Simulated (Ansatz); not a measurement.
## Be: geometry relaxation

The run: geometry relaxation of Be (Fd-3m, 2 atoms in the cell). Method and program: DFT, LDA, all-electron LAPW, scalar-relativistic, no spin polarisation (Ansatz 0.2.0).

It belongs to a series of runs on one base structure; here: diamond relaxed under pressure, LAPW. Figures and captions count atoms from 1; the log counts them from 0 in places.

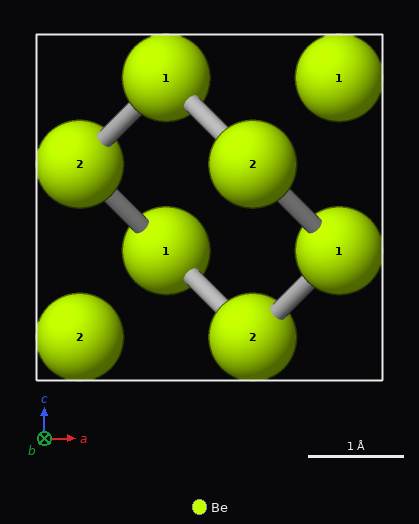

**Figure 1.** The input geometry (ball-and-stick view of the cell 4 times as large as that of the calculation, set on its symmetry axes, along the b axis; atoms are numbered from 1 in the order of the input). An atom can appear more than once, as a periodic image. Near neighbours in the periodic cell (some may lie outside the picture): Be has 4 Be at 1.58 Å.

Results in brief:

```csv
quantity,value
outcome,converged
space group (tolerance 0.01 Å),Fd-3m (227)
electrons in bands (core shells apart),8
free energy,−787.0273 eV
Fermi energy,10.607 eV
pressure,160.02 GPa
final volume,12.08 Å³
largest force (length of the vector) at the end,under 0.001 eV/Å
final cell,"a = 2.575 Å, b = 2.575 Å, c = 2.575 Å, α = 60.00°, β = 60.00°, γ = 60.00°"
hardware,"1 thread of Arm Neoverse V1, 24 GiB of memory available, shared host"
wall time,18 s
peak memory,0.33 GiB
```

The cell was relaxed to the target pressure of the input; what is minimised is then the enthalpy E + pV.

Input file:
```yaml
crystal:
  lattice:
    - [0.0, 1.8209640268, 1.8209640268]
    - [1.8209640268, 0.0, 1.8209640268]
    - [1.8209640268, 1.8209640268, 0.0]
  atoms:
    - { symbol: Be, position: [-0.125, -0.125, -0.125] }
    - { symbol: Be, position: [0.125, 0.125, 0.125] }
kpoints:
  mp_grid: { grid: [18, 18, 18] }
scf:
  occupations: { method: fermi_dirac, width: 0.05 }
hamiltonian:
  xc: lda
  pseudopotentials: { kind: all_electron, lapw: { basis_error: 0.0005 } }
output:
  forces: true
  stress: true
  eigenvalues: true
relax:
  f_tol: 0.005
  max_steps: 12
  cell: { p_target: 160.0, stress_tol: 0.08 }
```

Launched with:
```bash
ansatz run input.yaml --threads 1 --pin off --max-ram 3584MiB --backend cpu --events-out ev --progress --plain --runs-dir out
```

Output:
```
The last accepted step is kept in [file] (removed where the run ends without a failure and the disk answers)
LAPW: plane waves up to 10.738 Å⁻¹, error target 5.0e-4 eV per atom; small_component_spin mean_spin; Be in spheres of 0.765 Å, 4 of its electrons in bands, Dirac shells [] (how accurate: hamiltonian.pseudopotentials.lapw.basis_error, Limitations)
Engine: ansatz 0.2.0, aarch64-unknown-linux-gnu
Pseudopotentials: kind: all_electron
Pseudopotential: Be, LAPW, valence charge 4, lapw/all_electron/scalar/gaussian/Be, Koelling and Harmon's equation, gaussian nucleus
Functional definition: SPW92
  exchange = slater_x
  correlation = pw_c
Crystal: 2 atoms, lattice volume = 12.076 Å³
Basis set: ecut = 439.30539138124936 eV, 259 PW (Γ), exchange–correlation at level 2
Bands: 8, of which v1, the nominal top of the filled ones, is band 4 counted from 1 (3 counted from 0)
Symmetry: 48 space group operations
Space group: Fd-3m (ITA 227), of the structure as read, at distance tolerance 2.3e-5 Å
k-points: 195 of 5832
Non-local potential: Be, projectors of the file, none
Initial density: superposition of atomic densities (chi_scale 0.1, normalization cell)
Initial wavefunctions: plane waves of lowest kinetic energy (no species holds an atomic orbital)
Functional: x = slater, c = lda
iter 1 solved again at ethr=2.33e-3 eV; its pass at ethr=1.00e-1 eV (dr2=1.86e-1 eV) is discarded
SCF iter   1: F=—  HF=-787.092736 eV  |F-HF|=—  |Δ(HF+E_count)|=         —  Δρ=4.02e-2  dr2=1.87e-1  ethr=2.33e-3  ⟨swp⟩=2.0  Hψ=11181  notcnv=0
preconditioner: auto → none  [metal: Δε(μ)=0.063 eV  Ē_g=13.151 eV  σ=0.050 eV  W_gap=0.30  n_scr=0 (ndim 8)  ℏωp=21.4 eV  f_vac=0.000  D(μ)=0.81/eV (n_scr^D=14)]
SCF iter   2: F=—  HF=-787.037011 eV  |F-HF|=—  |Δ(HF+E_count)|=   5.57e-2  Δρ=1.71e-2  dr2=3.34e-2  ethr=2.33e-3  ⟨swp⟩=2.0  Hψ=4290  notcnv=0
iter 3 solved again at ethr=1.03e-7 eV; its pass at ethr=4.17e-4 eV (dr2=8.23e-6 eV) is discarded
SCF iter   3: F=—  HF=-787.025661 eV  |F-HF|=—  |Δ(HF+E_count)|=   1.13e-2  Δρ=4.19e-4  dr2=8.50e-6  ethr=1.03e-7  ⟨swp⟩=3.0  Hψ=7860  notcnv=0
SCF iter   4: F=-787.025657 eV  HF=-787.025657 eV  |F-HF|=1.39e-8  |Δ(HF+E_count)|=   3.67e-6  Δρ=3.89e-5  dr2=6.49e-8  ethr=1.03e-7  ⟨swp⟩=2.0  Hψ=3537  notcnv=0
SCF 1 converged in 4 iterations: F = -787.025657 eV  dr2 = 6.49e-8
relax step   1: F+E_penalty+E_count = -787.02565740 eV  Δ(F+E_penalty+E_count) = +0.000e0 eV  max|allowed force component| = 1.388e-17 eV/Å  Δτ_max = 0.0000 Å  P = +160.084 GPa  Ω = 12.076 Å³  (4 SCF iters, accepted)
Crystal: 2 atoms, lattice volume = 12.078 Å³
Basis set: ecut = 439.26624065224496 eV, 259 PW (Γ), exchange–correlation at level 2
Initial density: handed on by an earlier stage of this run
Initial wavefunctions: those handed on with the density
iter 1 solved again at ethr=7.17e-10 eV; its pass at ethr=1.00e-1 eV (dr2=5.74e-8 eV) is discarded
SCF iter   1: F=—  HF=-787.027270 eV  |F-HF|=—  |Δ(HF+E_count)|=         —  Δρ=3.72e-5  dr2=6.21e-8  ethr=7.17e-10  ⟨swp⟩=3.1  Hψ=7818  notcnv=0
preconditioner: auto → none  [metal: Δε(μ)=0.018 eV  Ē_g=13.201 eV  σ=0.050 eV  W_gap=0.09  n_scr=0 (ndim 8)  ℏωp=21.4 eV  f_vac=0.000  D(μ)=0.81/eV (n_scr^D=14)]
SCF iter   2: F=-787.027270 eV  HF=-787.027270 eV  |F-HF|=4.03e-9  |Δ(HF+E_count)|=   1.63e-8  Δρ=1.90e-5  dr2=1.64e-8  ethr=7.17e-10  ⟨swp⟩=2.0  Hψ=3537  notcnv=0
SCF 2 converged in 2 iterations: F = -787.027270 eV  dr2 = 1.64e-8
relax step   2: F+E_penalty+E_count = -787.02727029 eV  Δ(F+E_penalty+E_count) = -1.613e-3 eV  max|allowed force component| = 8.327e-17 eV/Å  Δτ_max = 0.0000 Å  P = +160.025 GPa  Ω = 12.078 Å³  (2 SCF iters, accepted)
iter 1 solved again at ethr=2.05e-10 eV; its pass at ethr=1.00e-1 eV (dr2=1.64e-8 eV) is discarded
SCF iter   1: F=—  HF=-787.027270 eV  |F-HF|=—  |Δ(HF+E_count)|=         —  Δρ=1.90e-5  dr2=1.64e-8  ethr=2.05e-10  ⟨swp⟩=2.0  Hψ=6630  notcnv=0
SCF iter   2: F=-787.027270 eV  HF=-787.027270 eV  |F-HF|=1.13e-9  |Δ(HF+E_count)|=   8.48e-9  Δρ=9.69e-6  dr2=4.31e-9  ethr=2.05e-10  ⟨swp⟩=2.0  Hψ=3537  notcnv=0
SCF 3 converged in 2 iterations: F = -787.027270 eV  dr2 = 4.31e-9
relax step   3: F+E_penalty+E_count = -787.02727029 eV  Δ(F+E_penalty+E_count) = +1.525e-9 eV  max|allowed force component| = 4.163e-17 eV/Å  Δτ_max = 0.0000 Å  P = +160.025 GPa  Ω = 12.078 Å³  stress off target by 2.49e-2 GPa  SCF on the basis re-selected at this cell (its energy is not comparable with the rows above)  (2 SCF iters)
```

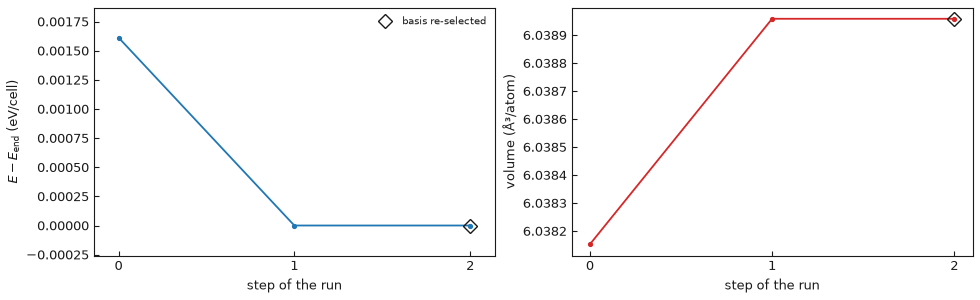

**Figure 2.** Progress of the relaxation, step by step (the first geometry is step 0 here and step 1 in the log). The atoms keep their places (all moves are under 0.005 Å). The cell stays as it was. The space group stays Fd-3m (No. 227). The energy falls by 1.6 meV per cell of the calculation in 1 geometry step. All forces vanish by symmetry, so only the cell relaxes. The pressure goes from 160.08 to 160.02 GPa. A last SCF at the same geometry on a re-selected plane-wave basis shifts the energy by next to nothing (0.0 meV per cell of the calculation).

```
basis re-selected at this cell: Δ(F+E_penalty+E_count) = +1.525e-9 eV, ΔP = -0.000 GPa vs the last step (what re-selecting the basis moved, after the strain that the cell walked since its last selection, with what the two solves' SCF thresholds leave and, on support functions, any second-order correction that the steps lacked; it is no measure of the basis error at this ecutwfc). This SCF's stress stands 2.49e-2 GPa from its target on what of the cell is left free (relax.cell.stress_tol is 8.00e-2 GPa) and its largest allowed force component is 4.16e-17 eV/Å (relax.f_tol is 5.00e-3 eV/Å): within both
SCF converged after 2 iterations
Free energy (F): -787.027270 eV
Harris-Foulkes:  -787.027270 eV  (|F-HF|=1.13e-9)
Internal energy: -787.020721 eV  (E = F + TS)
E sigma→0 (E₀):  -787.023996 eV
Entropy (-TS):   -0.006549 eV (-3.275 meV/atom)
Fermi energy:    10.606764 eV
--- Per-component energies (eV) ---
  E_band       = -326.705704
  E_kinetic    = 814.895580
  E_xc         = -153.691880
  E_electrostatic = -1448.224422  (all electrons and nuclei)
  E_smearing   = -0.006549  (= −TS)
  E_closure    = 0.000000  (closes the sum)
  E_atoms      = -786.371046  (free atoms, spherical and without spin; not in F)
  Σ components = -787.027270   (vs F -787.027270, Δ=0.00e0)
  Basis errors (estimates in eV, not in F): energy 2.6e-4 per atom: plane waves 2.5e-4 (1.6e-4 summed), levels above the bands 1.0e-107, relativity 9.3e-9, radial functions 5.5e-6, core shells 0.0e0; eigenvalues (radial functions only) 6.2e-7; not estimated: angular momenta, meshes, grids; target (lapw.basis_error) 5.0e-4; muffin-tin radii Be 0.765 Å
--- Forces (eV/Å), atoms counted from 1 ---
  atom   1  Be    -0.00000000     0.00000000     0.00000000
  atom   2  Be     0.00000000    -0.00000000    -0.00000000
  max |Σ_I F_I| component: 3.70e-17 eV/Å
--- Stress (GPa, compression-positive) ---
      160.024854       0.000000      -0.000000
        0.000000     160.024854       0.000000
       -0.000000       0.000000     160.024854
  P = ⅓ Tr σ = 160.0249 GPa (1600.249 kbar)
--- Band table (eV; the first three rows and the last of 195) ---
  k-point 0: bands = ["-87.9134", "-87.2920", "-1.0602", "19.0718", "19.0718", "19.0718", "22.6165", "22.6165"]
  k-point 1: bands = ["-87.9098", "-87.2955", "-0.9951", "18.1503", "18.7964", "18.7964", "22.9649", "22.9649"]
  k-point 2: bands = ["-87.8991", "-87.3057", "-0.8007", "16.4459", "18.1987", "18.1987", "23.7366", "23.7366"]
  k-point 194: bands = ["-87.5986", "-87.5986", "7.0712", "7.0712", "9.7570", "9.7570", "25.4712", "25.4712"]
--- Relaxed structure (2 steps of the walk, 2 accepted, 1 SCFs on fresh bases) ---
  F+E_penalty+E_count = -787.02727029 eV   max|allowed force component| = 4.163e-17 eV/Å   (the final SCF, on the basis selected at the relaxed cell)
  cell:  # Å, volume = 12.0779 Å³
    - [6.369215041119491e-36, 1.8210451740338311, 1.8210451740338311]
    - [1.8210451740338311, 3.8215290246716924e-35, 1.8210451740338311]
    - [1.8210451740338311, 1.8210451740338311, -5.732293537007537e-35]
  atoms:
    - { symbol: Be, position: [-0.125, -0.125, -0.125] }
    - { symbol: Be, position: [0.125, 0.125, 0.125] }
```

Trajectory as extended XYZ (Å, eV, eV/Å), 3 frames, from step=1 to step=3:
```
2
Lattice="0.0000 1.8210 1.8210 1.8210 0.0000 1.8210 1.8210 1.8210 0.0000" Properties=species:S:1:pos:R:3:forces:R:3 step=1 energy=-787.02566 pressure_GPa=160.08
Be   -0.4552   -0.4552   -0.4552    0.0000   0.0000   0.0000
Be    0.4552    0.4552    0.4552    0.0000   0.0000   0.0000
2
Lattice="0.0000 1.8210 1.8210 1.8210 0.0000 1.8210 1.8210 1.8210 0.0000" Properties=species:S:1:pos:R:3:forces:R:3 step=2 energy=-787.02727 pressure_GPa=160.02
Be   -0.4553   -0.4553   -0.4553    0.0000   0.0000   0.0000
Be    0.4553    0.4553    0.4553    0.0000   0.0000   0.0000
2
Lattice="0.0000 1.8210 1.8210 1.8210 0.0000 1.8210 1.8210 1.8210 0.0000" Properties=species:S:1:pos:R:3:forces:R:3 step=3 energy=-787.02727 pressure_GPa=160.02
Be   -0.4553   -0.4553   -0.4553    0.0000   0.0000   0.0000
Be    0.4553    0.4553    0.4553    0.0000   0.0000   0.0000
```
